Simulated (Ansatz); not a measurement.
**AlP5: density, localisation and related maps**

The calculation's input:

```
crystal:
  lattice:
    - [0.0, 3.5681306323, 3.5681306323]
    - [3.5681306323, 0.0, 3.5681306323]
    - [3.5681306323, 3.5681306323, 0.0]
  atoms:
    - { symbol: Al, position: [0.0, 0.0, 0.0] }
    - { symbol: P, position: [0.6248967982, 0.6248967982, 0.6248967982] }
    - { symbol: P, position: [0.1253096055, 0.6248967982, 0.6248967982] }
    - { symbol: P, position: [0.6248967982, 0.6248967982, 0.1253096055] }
    - { symbol: P, position: [0.6248967982, 0.1253096055, 0.6248967982] }
    - { symbol: P, position: [0.25, 0.25, 0.25] }
basis:
  ecutwfc: 420
kpoints:
  mp_grid: { grid: [10, 10, 10] }
hamiltonian:
  xc: pbe
scf:
  occupations: { method: gaussian, width: 0.1 }
output:
  forces: true
  stress: true
  eigenvalues: true
  write_density: true
  write_potential: true
  elf: true
  volumetric_format: npy
relax:
  adjacent_minimum: "off"
  f_tol: 0.01
  max_steps: 80
  cell: { stress_tol: 0.05 }
```

Launched as:

```sh
ansatz run input.yaml --threads 1 --pin off --max-ram 2560MiB --backend cpu --events-out ev --progress --plain --runs-dir out
```

Below, planes, directions and counts refer to the conventional cell (a = 7.17 Å, b = 7.17 Å, c = 7.17 Å, α = 90.00°, β = 90.00°, γ = 90.00°).

The fields are those of the relaxed geometry.

Space group F-43m; a structure generated by program, which may or may not match a known phase.

Level of theory: DFT PBE, scalar-relativistic, plane waves, PAW (Ansatz 0.2.0).

In a PAW calculation such maps are meaningful between the atoms, not at the nuclei.

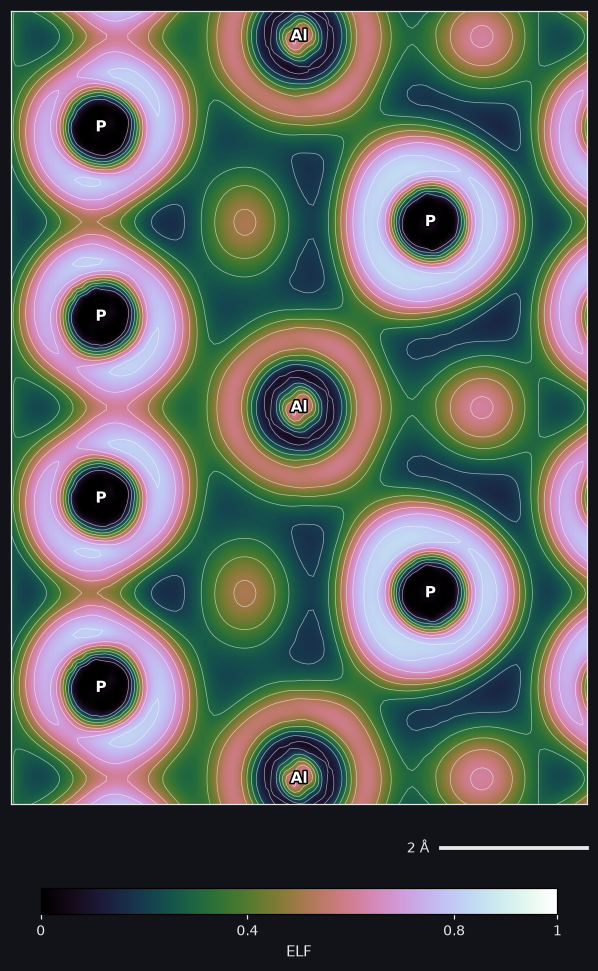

Figure 1. Electron localisation function on the (011) plane of the conventional cell.

Question: Interpret the plot.

Answer: Atoms in the plane: Al and P. P–P (2.48 Å): the ELF peaks at about 0.80 in the valence shell of P, 0.7 Å from its nucleus, and drops to about 0.60 between the two atoms. Al–P (2.98 Å): the ELF peaks at about 0.80 in the valence shell of P, 0.8 Å from its nucleus, and drops to about 0.35 between the two atoms. P–P (2.58 Å): the ELF peaks at about 0.80 in the valence shell of P, 0.8 Å from its nucleus, and drops to about 0.50 between the two atoms. Al–P (3.10 Å): the ELF peaks at about 0.85 in the valence shell of P, 0.8 Å from its nucleus, and drops to about 0.35 between the two atoms.

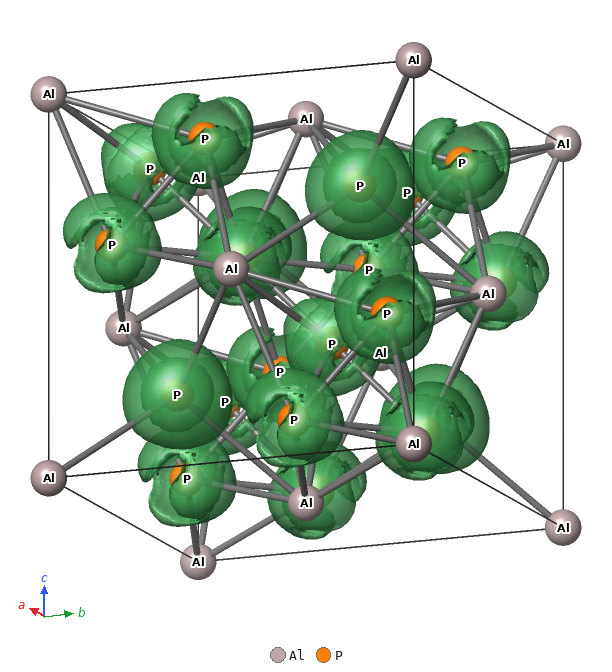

Figure 2. Isosurface of the electron localisation function at 0.75 (green), seen at an oblique angle. Core shells and regions of very low density are left out. Sticks mark near contacts.

Question: Describe the localisation domains.

Answer: The surface consists of 20 regions wrapped around P (the valence shell of each), counted in one cell of 24 atoms. Any copies at cell faces, edges or corners count once.

Question: Does the calculation give a band gap?

Answer: It is gapless in this calculation (a metal or semimetal).
